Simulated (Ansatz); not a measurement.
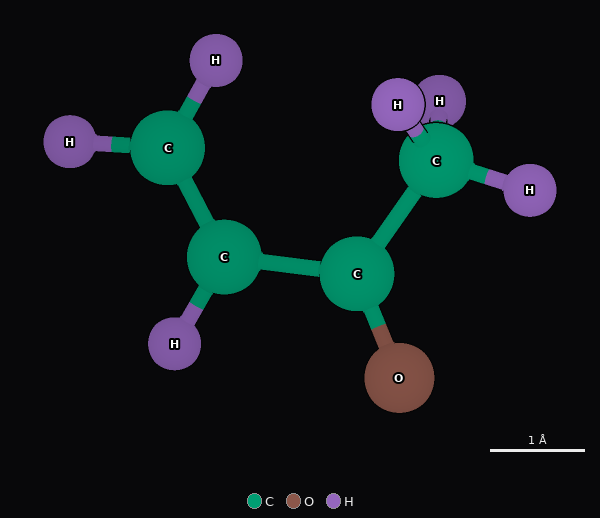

Fig. 1: The structure as given in the input (ball-and-stick view, seen at a tilt). Bond lengths as drawn: C–C 1.33 to 1.51 Å, C–H 1.08 to 1.09 Å and C–O 1.21 Å.

## Single-point calculation, with input and output: C$_{4}$H$_{6}$O

C$_{4}$H$_{6}$O, SMILES C=CC(C)=O, computed with RKS PBE0-D4/def2-TZVPP (Ansatz 0.2.0).

The geometry comes from this level: PBE0-D4/def2-TZVP.

Input file:
```yaml
crystal:
  periodic: [false, false, false]
  atoms:
    - {symbol: C, position_ang: [-0.723197, 1.433323, 0.405789]}
    - {symbol: C, position_ang: [-0.027726, 0.498789, 1.044319]}
    - {symbol: C, position_ang: [0.522777, -0.724576, 0.416525]}
    - {symbol: C, position_ang: [0.295787, -0.958568, -1.053447]}
    - {symbol: O, position_ang: [1.143581, -1.513905, 1.093184]}
    - {symbol: H, position_ang: [-1.100273, 2.308087, 0.922877]}
    - {symbol: H, position_ang: [-0.942723, 1.362297, -0.653773]}
    - {symbol: H, position_ang: [0.184972, 0.582251, 2.105728]}
    - {symbol: H, position_ang: [0.713378, -0.140136, -1.645198]}
    - {symbol: H, position_ang: [0.771900, -1.893937, -1.339736]}
    - {symbol: H, position_ang: [-0.773076, -1.010627, -1.275669]}
basis:
  gaussian: {orbitals: def2-TZVPP}
hamiltonian: {xc: pbe0, dispersion: d4}
output: {orbitals: {seedname: orbitals}}
```

Machine: 4 threads of Arm Neoverse V1, 23 GiB of memory available, shared host.

Run as:
```bash
ansatz run in.yaml --threads 4 --pin off --events-out ev --progress --plain --max-ram 10444MiB
```

Output:
```
Functional definition: PBE0
  name "PBE0"
  cite "Adamo & Barone, J. Chem. Phys. 110, 6158 (1999) doi:10.1063/1.478522"
  cite "Perdew, Burke & Ernzerhof, Phys. Rev. Lett. 77, 3865 (1996) doi:10.1103/PhysRevLett.77.3865"
  parent pbe
  parameter a = 0.25
  parameter kappa = 0.804
  parameter beta = 0.06672455060314922
  exchange = (1 - a)*pbe_x(kappa = kappa, mu = beta*pi^2/3) + a*exact_x
  correlation = pbe_c(beta = beta)
1225 factors; their error is unknown
mean field evaluation 1: about -6279.0765 eV, gradient 6.2e1 eV
mean field evaluation 2: about -6277.2831 eV, gradient 6.9e1 eV
mean field evaluation 4: about -6287.1881 eV, gradient 3.7e0 eV
mean field evaluation 8: about -6287.2177 eV, gradient 6.1e-2 eV
mean field evaluation 16: about -6287.2177 eV, gradient 3.6e-5 eV
mean field -6287.21773429 eV, -231.0509901057 hartree, gradient 3.6e-5 eV, S^2 0.000000; 0 other end points of the search recorded, 0 dependent functions left out
reference -6287.21776317 eV, -231.0509911671 hartree; 19, 19 occupied and 220, 220 virtual orbitals, 1225 factors
Total energy: -6287.38174079 eV, -231.0570172337 hartree
```

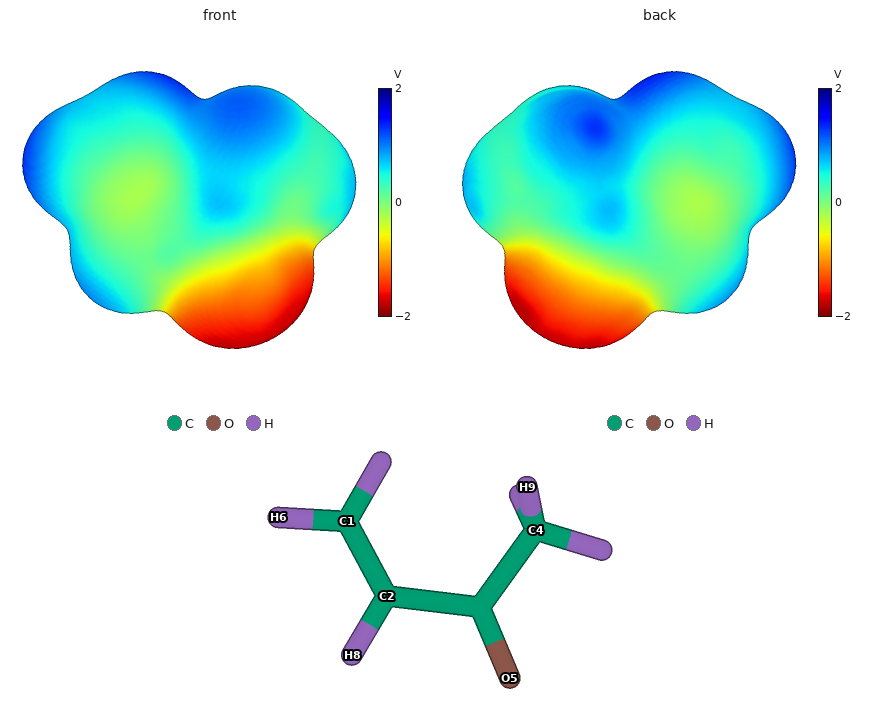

Fig. 2: The electrostatic potential painted on the density surface at 0.002 e/bohr³, seen at a tilt and from behind; the colour scale runs from red (negative) to blue (positive). The bare structure is drawn below in the same view. A positive charge is drawn to the negative regions and a negative charge to the positive ones.

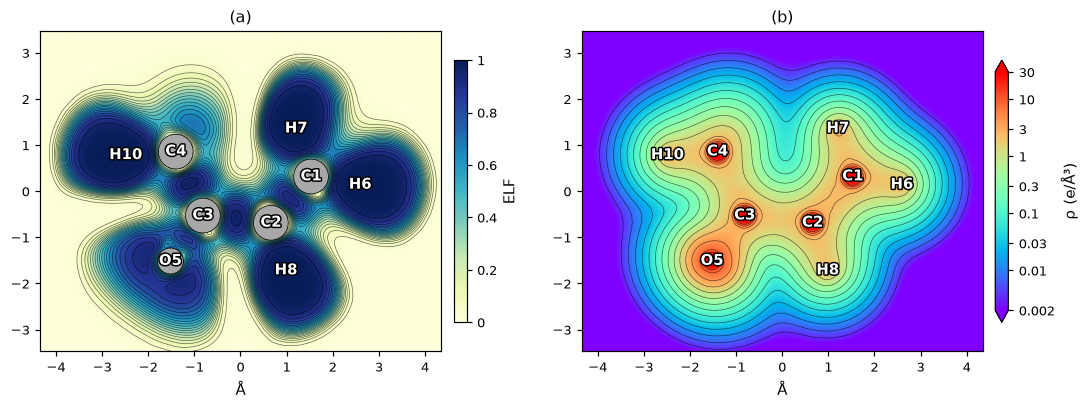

Fig. 3: (a) electron localisation function; (b) electron density on the plane of atoms C1, C2 and C3. Grey discs, where drawn, cover atomic cores. The section cuts through C, O and H sites. C–O (1.21 Å): ρ is about 3.4 e/Å³ halfway; the ELF peaks at about 0.85 between the atoms (a multiple bond by its length, whose ELF region spreads away from the axis). C–C (1.48 Å): ρ at the midpoint is about 1.9 e/Å³; the ELF peaks at about 0.95 between the atoms, as expected for localised, shared-pair bonding.

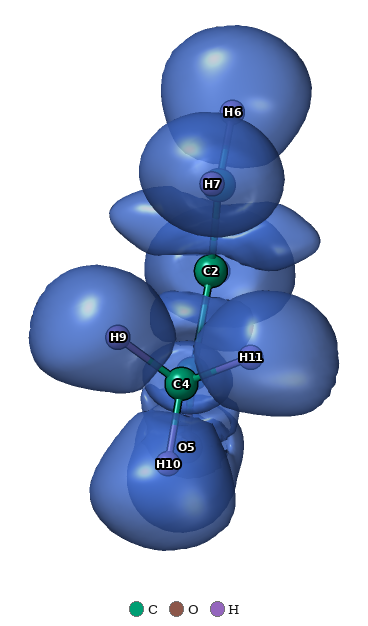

Fig. 4: Isosurface of the ELF at 0.75 (blue), seen at an oblique angle. Core shells and regions of very low density are left out. Profiles from the grid: C–O (1.21 Å): the ELF peaks at about 0.85 between the atoms (a double or triple bond). C–C (1.33 Å): the ELF peaks at about 0.95 between the atoms (a double or triple bond).

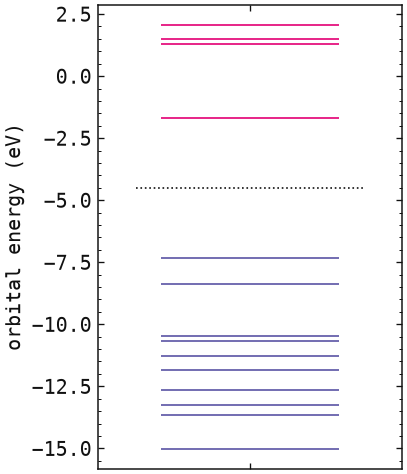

Fig. 5: Orbital energies near the frontier; the dotted line parts filled from empty levels, and levels within 0.02 eV of each other stand side by side. Highest filled −7.35 eV, lowest empty −1.68 eV, 5.67 eV apart.

Results in brief:

```tsv
quantity	value
outcome	converged
total energy	−6287.3817 eV
mean-field energy	−6287.2178 eV
dispersion energy	−0.1640 eV
SCF solution under orbital rotations	stable
HOMO	−7.35 eV
LUMO	−1.68 eV
wall time	2.2 s (CPU time 7.8 s)
peak memory	0.47 GiB
```
